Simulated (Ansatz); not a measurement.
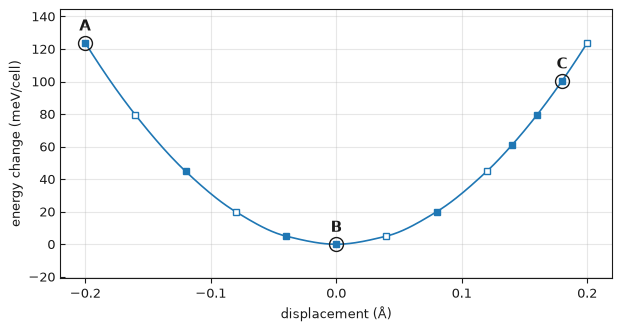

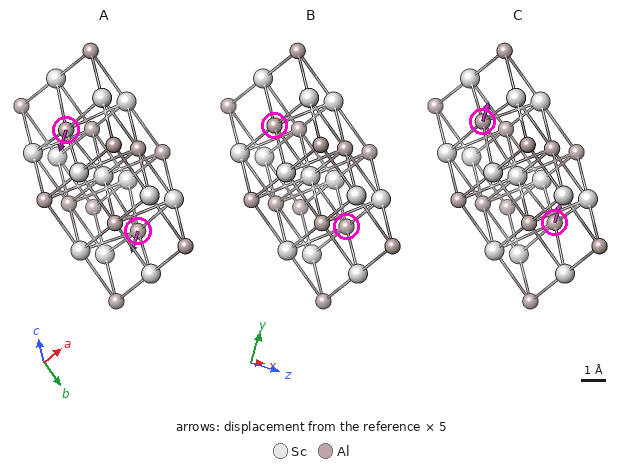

A crystal of ScAl (Pm-3m): an Al atom (one in each cell of 8 atoms) is moved along Cartesian [0 1 0], all else fixed. The lettered frames are marked on the plot. Hollow markers are points alike by symmetry, not computed again. Style: ball-and-stick. Shown: the cell of the calculation, from a free direction. The ringed atoms are those of the scanned coordinate. Purple arrows: displacements from the reference.

These are results of Ansatz 0.2.0, DFT r2SCAN, scalar-relativistic, plane waves, PAW, not measurements. Settings: plane-wave cutoff 500 eV; k-point mesh 12 × 12 × 12; occupations gaussian; smearing width 0.15 eV; no spin polarisation. Energies (free energies at the smearing named) are counted from the relaxed crystal.

> Read off the main features of the energy profile.

Of the computed points the lowest is at the displacement 0.00 Å, 0.0 meV/cell. The end points stand at 123.7 meV/cell (−0.20 Å) and 123.7 meV/cell (0.20 Å). The curvature at zero is about 6.2 eV/Å². The well is symmetric. At the highest point the shortest interatomic distance is 2.81 Å, against 2.92 Å in the reference. The distortion takes the space group from Pm-3m to I4mm.
